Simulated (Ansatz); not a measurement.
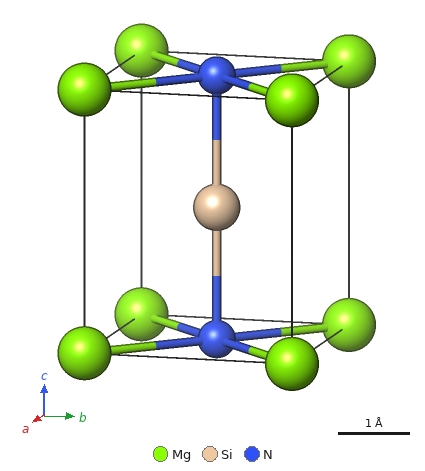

Ball-and-stick drawing of the structure, looking slightly off an axis. Lines trace the edges of the conventional unit cell. Cell: a = 3.07 Å, b = 3.07 Å, c = 3.82 Å, α = 90.00°, β = 90.00°, γ = 90.00°.

The starting point was a structure type filled with these elements by a generator (whether the compound takes this form wasn't checked). Earlier steps of the study may have refined or changed the cell and positions. Ansatz was used for an electronic-structure calculation on it.

**Characterise what is shown.**

The formula is MgSiN. It is primitive tetragonal, space group P4/mmm (No. 123). Atoms per cell: 3 (1 Mg, 1 Si, 1 N). Each Mg has four N in a square planar arrangement at about 2.2 Å. The coordination shell of Si holds two N in a linear arrangement at about 1.9 Å. N bonds to four Mg and two Si in a distorted octahedral arrangement (about 2.2 Å to Mg, 1.9 Å to Si). The bonds build a three-dimensional framework.

Electronic-structure method: DFT PBE, scalar-relativistic, plane waves, PAW in Ansatz. Parameters: a basis cut at 420 eV, k-points on a 16×16×12 grid, Gaussian smearing of 0.1 eV, no spin polarisation.

**Classify it as metallic or gapped, with the value.**

A metal: bands cross the Fermi level.

**What net charge does each kind of atom have (Bader)?**

Mg +1.69 e; Si +0.61 e; N -2.30 e.

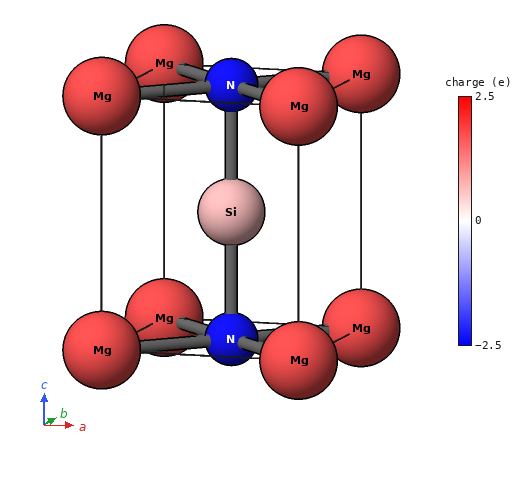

The atoms coloured by those charges. The run's cell of 3 atoms is drawn.

**Is this an equilibrium geometry for the method given?**

Yes. All forces vanish to within 0.01 eV/Å. The pressure is 0.0 GPa, close to zero.
